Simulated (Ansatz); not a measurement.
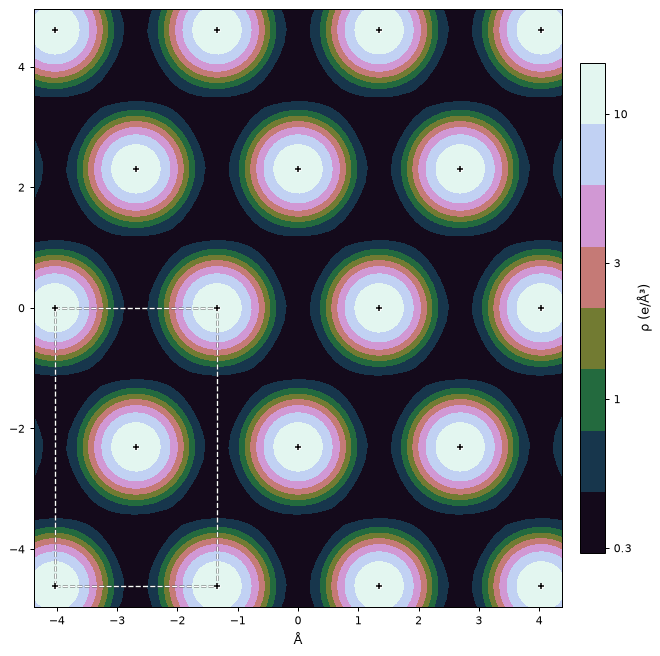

The valence charge density (pseudo) on a plane through atoms (crosses mark nuclei in the plane).

Level of theory: DFT PBEsol, scalar-relativistic, plane waves, PAW (Ansatz).

Candidates:
A. Ag, a = 3.34 Å, b = 3.34 Å, c = 3.07 Å, α = 90.00°, β = 90.00°, γ = 90.00°. Space group I4/mmm; computed without spin polarisation.
B. Rh, a = 2.69 Å, b = 2.69 Å, c = 3.75 Å, α = 90.00°, β = 90.00°, γ = 90.00°. Space group I4/mmm; changed on purpose from its base cell (strain -0.0150 x Voigt [0, 1, 0, 0, 0, 0], atoms carried along); computed without spin polarisation.

Which system is this?

Candidate B: Rh on the (011̄) plane of the conventional cell, which holds Rh. Rh–Rh (2.67 Å): ρ at the midpoint is about 0.39 e/Å³.
